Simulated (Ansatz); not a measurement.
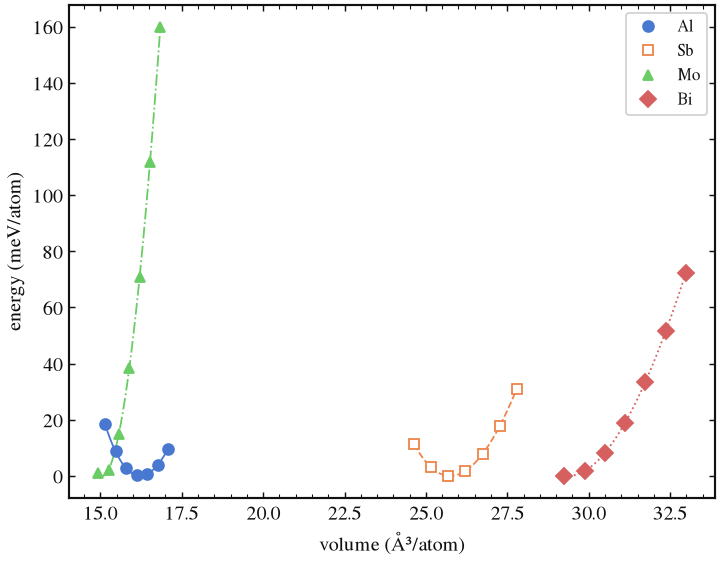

Plotted: energy against volume, with one curve for each element, for Al, Bi, Mo and Sb (all in space group Im-3m (No. 229)).

Method: all-electron LAPW DFT, no spin polarisation; energies at scaled volumes of the given cell, shape and fractions fixed, counted from the fit's minimum, third-order Birch-Murnaghan fit (Ansatz 0.2.0). Level: LDA.

```
       setting                                   value
   occupations                             Fermi–Dirac
smearing width                                 0.05 eV
    potentials  all electron LAPW, scalar relativistic
```

Settings that differ: Al: k mesh 12×12×12; Sb: k mesh 10×10×10; Mo: k mesh 12×12×12; Bi: k mesh 9×9×9.

Order the curves by fitted equilibrium volume, smallest first.

Mo 15.063, Al 16.224, Sb 25.747, Bi 29.363 Å³/atom.

Keep in mind: the fit and the printed pressures don't fully agree, or the minimum lies near the end of the range (Bi); spin-orbit coupling left out, heavy elements (Bi).
